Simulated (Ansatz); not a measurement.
## Electronic structure of SbSe$_{4}$ in real space

Input

```
crystal:
  lattice:
    - [5.0604395621, 0.0, 0.0]
    - [0.0, 5.0604395621, 0.0]
    - [0.0, 0.0, 5.0604395621]
  atoms:
    - { symbol: Sb, position: [0.0, 0.0, 0.0] }
    - { symbol: Se, position: [0.0, 0.5, 0.5] }
    - { symbol: Se, position: [0.5, 0.0, 0.5] }
    - { symbol: Se, position: [0.5, 0.5, 0.5] }
    - { symbol: Se, position: [0.5, 0.5, 0.0] }
basis:
  ecutwfc: 420
kpoints:
  mp_grid: { grid: [8, 8, 8] }
hamiltonian:
  xc: pbe
scf:
  occupations: { method: gaussian, width: 0.1 }
output:
  forces: true
  stress: true
  eigenvalues: true
  write_density: true
  write_potential: true
  elf: true
  volumetric_format: npy
relax:
  adjacent_minimum: "off"
  f_tol: 0.01
  max_steps: 80
  cell: { stress_tol: 0.05 }
```

Command:

```sh
ansatz run input.yaml --threads 1 --pin off --max-ram 2560MiB --backend cpu --events-out ev --progress --plain --runs-dir out
```

Below, planes, directions and counts refer to the conventional cell (a = 5.06 Å, b = 5.06 Å, c = 5.06 Å, α = 90.00°, β = 90.00°, γ = 90.00°).

Space group Pm-3m; a structure generated by program, which may or may not match a known phase; computed without spin polarisation.

Computed with DFT PBE, scalar-relativistic, plane waves, PAW (Ansatz).

The density is the valence pseudo-density of a PAW calculation; it isn't the true density close to the nuclei.

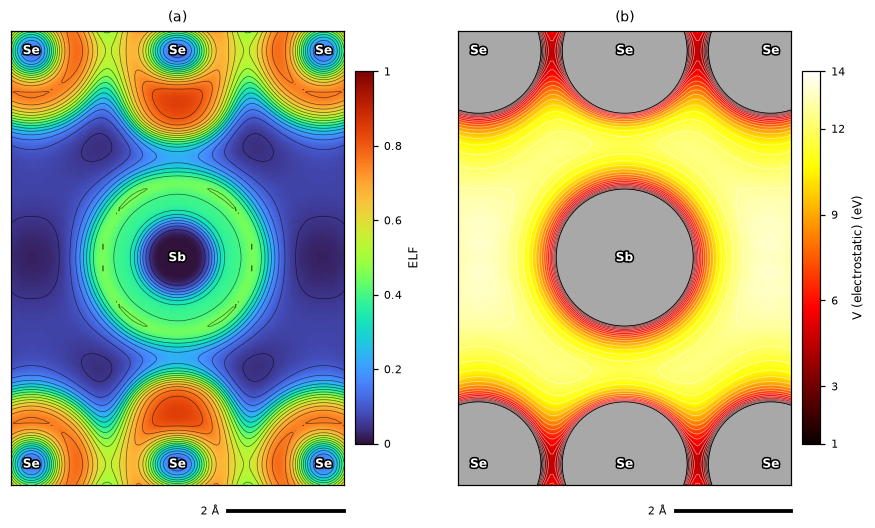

Figure 1. (a) ELF; (b) electrostatic potential energy of an electron on the (011) plane of the conventional cell. Grey discs cover the atomic cores in the potential map.

Read the bonding off the picture.

Answer.
- The plane passes through Sb and Se nuclei.
- Se–Se (2.53 Å): the ELF is about 0.55 at the midpoint.
- Sb–Se (3.58 Å): the ELF is about 0.25 at the midpoint: no localised pair shows between them.
- Outside the cores the potential energy rises away from the atoms and is highest about 2.4 Å from the nearest atoms; its zero is arbitrary.

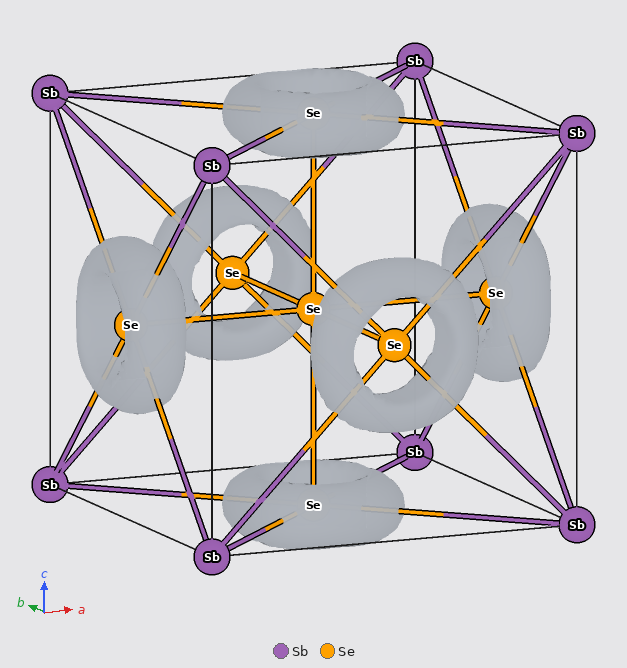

Figure 2. Isosurface of the electron localisation function at 0.8 (grey), seen slightly off an axis. Only the valence region is drawn (cores and ρ < 0.01 e/Å³ removed). Sticks mark near contacts.

Identify the bonds, lone pairs and shells in this picture.

Answer. The ELF exceeds this value in three regions wrapped around Se (the valence shell of each), counted in one cell of 5 atoms. Any copies at cell faces, edges or corners count once.

Metal or insulator at this level of theory?

Answer. It is metallic or semimetallic at this level of theory: no gap opens.
